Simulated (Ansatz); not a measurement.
Single-point calculation of Mo

The run: single-point calculation of Mo (P4/nmm, 2 atoms in the cell). Method and program: DFT PBE, scalar-relativistic, plane waves, PAW, no spin polarisation (Ansatz 0.2.0).

The structure derives from an entry of the Crystallography Open Database. It belongs to a series of runs on one base structure; here: mode 4 (160.3 1/cm) frozen in, largest displacement +0.188 A. Figures and captions count atoms from 1; the log counts them from 0 in places.

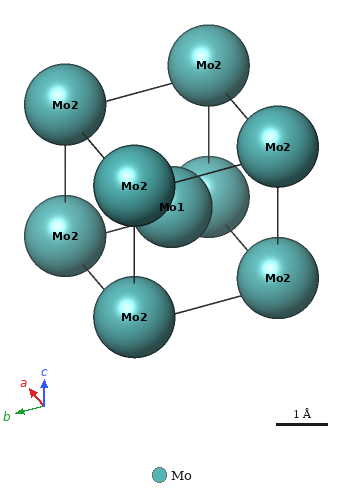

**Figure 1.** The input geometry (spheres-only view of the cell of the calculation, seen at an oblique angle; atoms are numbered from 1 in the order of the input).

Input file
```yaml
crystal:
  lattice:
    - [0.0, -3.142, 0.0]
    - [-3.142, 0.0, 0.0]
    - [0.0, 0.0, -3.142]
  atoms:
    - { symbol: Mo, position: [0.5, 0.5, 0.440324634] }
    - { symbol: Mo, position: [0.0, 0.0, 0.059675366] }
basis:
  ecutwfc: 420
kpoints:
  mp_grid: { grid: [16, 16, 16] }
hamiltonian:
  xc: pbe
scf:
  occupations: { method: gaussian, width: 0.15 }
output:
  forces: true
  stress: true
  eigenvalues: true
  write_density: true
  write_potential: true
  elf: true
  volumetric_format: npy
```

Launch command:
```bash
ansatz run input.yaml --threads 2 --pin off --max-ram 5120MiB --backend cpu --events-out ev --progress --plain --runs-dir out
```

Log
```
Engine: ansatz 0.2.0, x86_64-unknown-linux-gnu
Pseudopotentials: kind: paw
Pseudopotential: Mo, paw, valence charge 14, recommended cutoff 420 eV (normal), Mo.paw.azcp
Functional definition: PBE
  parameter kappa = 0.804
  parameter beta = 0.06672455060314922
  exchange = pbe_x(kappa = kappa, mu = beta*pi^2/3)
  correlation = pbe_c(beta = beta)
Crystal: 2 atoms, lattice volume = 31.018 Å³
Basis set: ecut = 420 eV, 619 PW (Γ), exchange–correlation on 48×48×48 points (8 copies of the dense FFT grid, shifted against one another)
Bands: 18, of which v1, the nominal top of the filled ones, is band 14 counted from 1 (13 counted from 0)
Symmetry: 16 space group operations
Space group: P4/nmm (ITA 129), of the structure as read, at distance tolerance 3.1e-5 Å
k-points: 405 of 4096
Non-local potential: Mo, projectors of the file, l = 0: 3, l = 1: 2, l = 2: 2, l = 3: 1
PAW form: soft (Blöchl's): semilocal exchange-correlation on the pseudo side does not see the compensation charge
PAW one-centre angular grid: Mo, 590 points (default); XC on 64 Gauss nodes
Initial density: superposition of atomic densities (neutral atoms: chi_scale 0, normalization atom), corrected by the library's trained network
Initial wavefunctions: pseudopotential atomic-orbital guess
Functional: x = pbe(κ = 0.804, μ = 0.2195149727645171), c = pbe(β = 0.06672455060314922)
SCF iter   1: F=—  HF=-9911.516627 eV  |F-HF|=—  |Δ(HF+E_count)|=         —  Δρ=3.97e-3  dr2=1.80e-3  ethr=1.77e-3  ⟨swp⟩=5.1  Hψ=32613  notcnv=0
preconditioner: auto → none  [metal: Δε(μ)=0.007 eV  Ē_g=4.813 eV  σ=0.150 eV  W_gap=0.03  n_scr=6 (ndim 8)  ℏωp=23.1 eV  f_vac=0.000  D(μ)=1.29/eV (n_scr^D=6)  sad-step TF]
SCF iter   2: F=—  HF=-9911.516222 eV  |F-HF|=—  |Δ(HF+E_count)|=   4.05e-4  Δρ=2.19e-3  dr2=5.52e-4  ethr=6.43e-6  ⟨swp⟩=1.9  Hψ=13157  notcnv=0
SCF iter   3: F=—  HF=-9911.516285 eV  |F-HF|=—  |Δ(HF+E_count)|=   6.29e-5  Δρ=3.01e-4  dr2=1.97e-5  ethr=1.97e-6  ⟨swp⟩=2.4  Hψ=13006  notcnv=0
SCF iter   4: F=—  HF=-9911.516281 eV  |F-HF|=—  |Δ(HF+E_count)|=   3.95e-6  Δρ=7.11e-5  dr2=1.08e-6  ethr=7.05e-8  ⟨swp⟩=2.0  Hψ=12168  notcnv=0
iter 5 did not close the SCF: its close was put off for the readings that it lacked (scf_convergence_deferred on its scf_iter line)
SCF iter   5: F=-9911.516281 eV  HF=-9911.516281 eV  |F-HF|=1.68e-8  |Δ(HF+E_count)|=   2.30e-8  Δρ=1.80e-5  dr2=6.35e-8  ethr=3.87e-9  ⟨swp⟩=2.0  Hψ=9736  notcnv=0
SCF iter   6: F=-9911.516281 eV  HF=-9911.516281 eV  |F-HF|=8.96e-9  |Δ(HF+E_count)|=   4.70e-9  Δρ=5.57e-6  dr2=1.16e-8  ethr=2.27e-10  ⟨swp⟩=5.2  Hψ=42504  notcnv=0
SCF 1 converged in 6 iterations: F = -9911.516281 eV  dr2 = 1.16e-8
  greatest PAW one-centre occupation: 0.998 electrons in one spin orbital (limit 2), on the Mo atom at site 1 (counted from 0), in its partial waves of l = 0
```

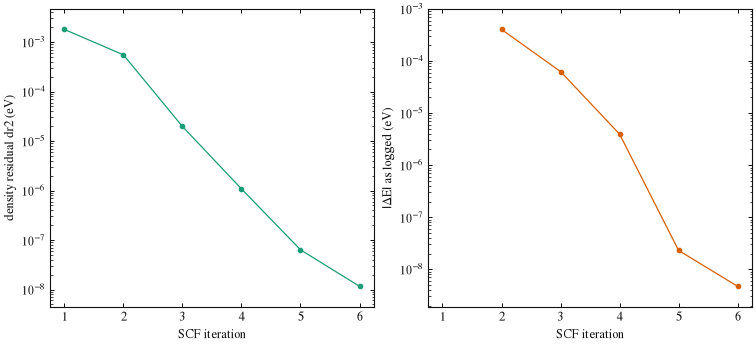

**Figure 2.** Convergence of the self-consistent field: density residual dr2 and size of the energy change against the SCF iteration. The residual falls at every step.

```
SCF converged after 6 iterations
Free energy (F): -9911.516281 eV
Harris-Foulkes:  -9911.516281 eV  (|F-HF|=8.96e-9)
Internal energy: -9911.501790 eV  (E = F + TS)
E sigma→0 (E₀):  -9911.509035 eV
Entropy (-TS):   -0.014491 eV (-7.246 meV/atom)
Fermi energy:    21.033335 eV
--- Per-component energies (eV) ---
  E_band       = -104.154926
  E_kinetic    = 886.781338
  E_local      = -1611.909144  (includes V_loc(G=0)·N_el)
  E_nonlocal   = 287.303929
  E_hartree    = 541.290148
  E_xc         = -368.235475
  E_vxc        = -459.727396  (∫ρ·V_xc dr)
  E_paw        = -6403.436207  (= ΣΔE_a)
  E_vpaw       = -289.181830  (= ΣTr[D̂ρ^β])
  E_aug_tail   = 0.000081  (compensation charges beyond the density's cutoff)
  E_ewald      = -3243.296459
  E_smearing   = -0.014491  (= −TS)
  E_closure    = 0.000000  (closes the sum)
  Σ components = -9911.516281   (vs F -9911.516281, Δ=0.00e0)
--- Forces (eV/Å), atoms counted from 1 ---
  atom   1  Mo     0.00000000     0.00000000    -2.98332155
  atom   2  Mo     0.00000000     0.00000000     2.98332155
  max |Σ_I F_I| component: 0.00e0 eV/Å
--- Stress (GPa, compression-positive) ---
       17.122477       0.000000       0.000000
        0.000000      17.122477       0.000000
        0.000000       0.000000      10.654997
  P = ⅓ Tr σ = 14.9667 GPa (149.667 kbar)
--- Band table (eV; the first three rows and the last of 405) ---
  k-point 0: bands = ["-39.9779", "-39.3560", "-14.3361", "-14.3361", "-14.0656", "-13.2604", "-13.0077", "-13.0077", "14.1348", "15.4116", "16.2333", "19.2613", "20.3878", "20.3878", "21.7436", "23.4772", "24.4484", "24.4484"]
  k-point 1: bands = ["-39.9743", "-39.3582", "-14.3295", "-14.3295", "-14.0684", "-13.2790", "-13.0134", "-13.0134", "14.2225", "15.4493", "16.3070", "19.2877", "20.3710", "20.3710", "21.7813", "23.3708", "24.2640", "24.2640"]
  k-point 2: bands = ["-39.9640", "-39.3645", "-14.3105", "-14.3105", "-14.0754", "-13.3324", "-13.0302", "-13.0302", "14.4795", "15.5608", "16.5186", "19.3652", "20.3273", "20.3273", "21.8925", "23.0697", "23.7979", "23.7979"]
  k-point 404: bands = ["-39.6043", "-39.6043", "-14.5542", "-14.5542", "-13.8984", "-13.8984", "-13.2538", "-13.2538", "18.1111", "18.1111", "18.8012", "18.8012", "19.4639", "19.4639", "23.6970", "23.6970", "23.7118", "23.7118"]
```

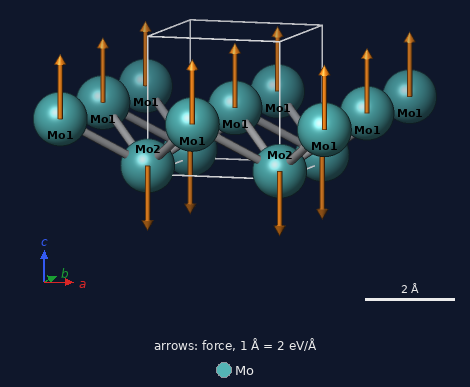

**Figure 3.** Forces on the atoms as orange arrows (ball-and-stick view of the cell of the calculation, seen slightly off an axis; bonded neighbours outside the cell are drawn too; atoms are numbered from 1 in the order of the input). The largest act on Mo1, Mo2 (2.98 eV/Å). The geometry is not a stationary point of this energy.

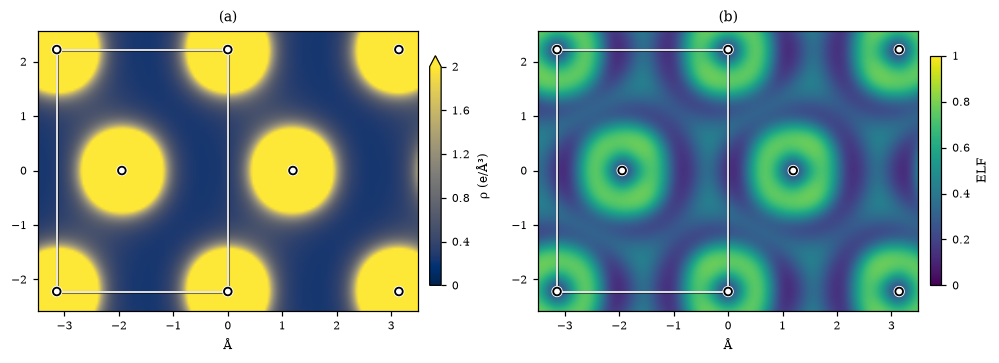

**Figure 4.** (a) valence charge density (pseudo); (b) electron localisation function on the (110) plane of the conventional cell. Circles mark the nuclei in the plane (Mo). The section cuts through Mo sites. Mo–Mo (2.52 Å): ρ is about 0.54 e/Å³ halfway; the ELF is about 0.30 at the midpoint (no shared electron pair). Away from the nuclei the density in this plane falls to 0.24 e/Å³ at its lowest. The strong features right at Mo lie inside the PAW spheres (semicore, d or f shells) and say nothing about bonding. In a PAW calculation such maps are meaningful between the atoms, not at the nuclei.

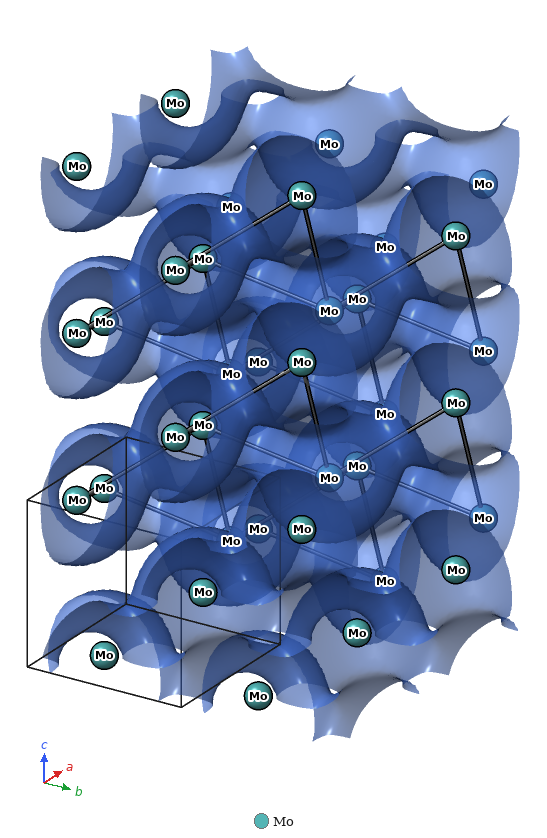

**Figure 5.** Isosurface of the valence electron density at 0.4 e/Å³ (blue), seen at an oblique angle. Sticks mark near contacts. The outline is the cell set on symmetry axes. At this value the density is joined into sheets; it holds about 85 % of the electrons treated as valence (semicore included). On the grid the lowest density along these lines, outside the cores, is 0.54 e/Å³ (Mo–Mo, 2.52 Å).

Summary

| quantity | value |
| --- | --- |
| outcome | converged |
| space group (tolerance 0.01 Å) | P4/nmm (129) |
| electrons treated | 28 |
| free energy | −9911.5163 eV |
| Fermi energy | 21.033 eV |
| gap on the k-point mesh | none (metallic) |
| pressure | 14.97 GPa |
| largest force (length of the vector) | 2.983 eV/Å |
| hardware | 2 threads of Intel Xeon @ 2.50GHz (Skylake/Cascade Lake), 192 GiB of memory available, shared host |
| wall time | 12 s (CPU time 23 s) |
| peak memory | 0.52 GiB |

Notes

The cell is under a pressure of 15.0 GPa at this level, so it is not at its equilibrium volume.
